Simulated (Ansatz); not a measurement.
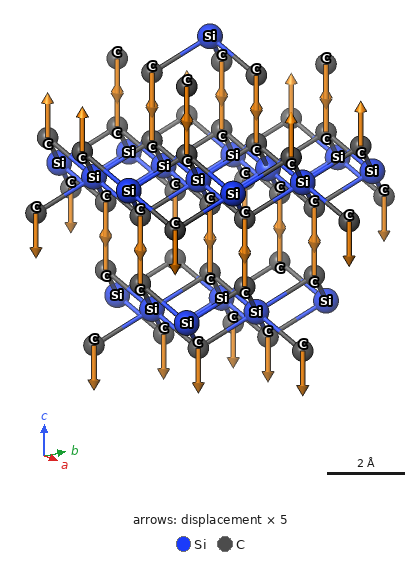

A relaxation of a crystal of SiC$_{2}$ (a generated structure, set up in R-3m) (coarse preliminary run). The starting structure is drawn; orange arrows show the displacements (the part carried along by the change of the cell is left out), 5 times their true length.

The picture is a ball-and-stick view of the atoms within 5.0 Å of the atom that moves most (axes of the conventional cell (3 times the calculation's cell)), seen slightly off an axis. Lengths and directions refer to the drawn axes.

Computed with DFT PBE, scalar-relativistic, plane waves, PAW in Ansatz.

Input
```yaml
crystal:
  lattice:
    - [1.3878108, 0.80125294, 3.55913144]
    - [-1.3878108, 0.80125294, 3.55913144]
    - [0.0, -1.60250588, 3.55913144]
  atoms:
    - { symbol: Si, position: [0.0, 0.0, 0.0] }
    - { symbol: C, position: [0.41606411, 0.41606411, 0.41606411] }
    - { symbol: C, position: [0.58393589, 0.58393589, 0.58393589] }
basis:
  ecutwfc: 420
kpoints:
  mp_grid: { grid: [6, 6, 6] }
hamiltonian:
  xc: pbe
scf:
  occupations: { method: gaussian, width: 0.1 }
  lower_state_search: "off"
output:
  forces: true
  stress: true
  eigenvalues: true
relax:
  adjacent_minimum: "off"
  f_tol: 0.04
  max_steps: 70
  cell: { stress_tol: 0.4 }
```

Command:
```bash
ansatz run input.yaml --threads 1 --pin off --max-ram 2560MiB --backend cpu --events-out ev --progress --plain --runs-dir out
```

Describe the change and its energy.

Over 7 accepted moves (9 points after the start) the energy falls by 3.277 eV per cell of the calculation. Largest force component: 9.1 eV/Å at the start, 0.0016 eV/Å at the end. The pressure goes from 54.34 to 0.07 GPa. The SCF was repeated twice at an unchanged geometry on a basis and grid sized afresh for the cell, which shifted the energy by 13.5 meV per cell of the calculation at most. The largest moves relative to the cell, 0.24 Å, are those of C2 and C3. C3 goes along −c. Si stays in place. The drawn cell changes as follows: a = b 2.776 → 2.912 Å (+4.9 %), c 10.677 → 10.921 Å (+2.3 %); the volume changes by +12.6 %. Some distances before and after: C2–C3 1.792 → 1.350 Å, Si1–C2 1.830 → 2.034 Å. New bonds form: C2–C3 (1.79 → 1.35 Å). Bond angles that change, for instance: Si1–C3–Si1 98.7° → 91.4°, C2–Si1–C3 81.3° → 88.6°, C2–Si1–C2 98.7° → 91.4°. The space group stays R-3m (No. 166).
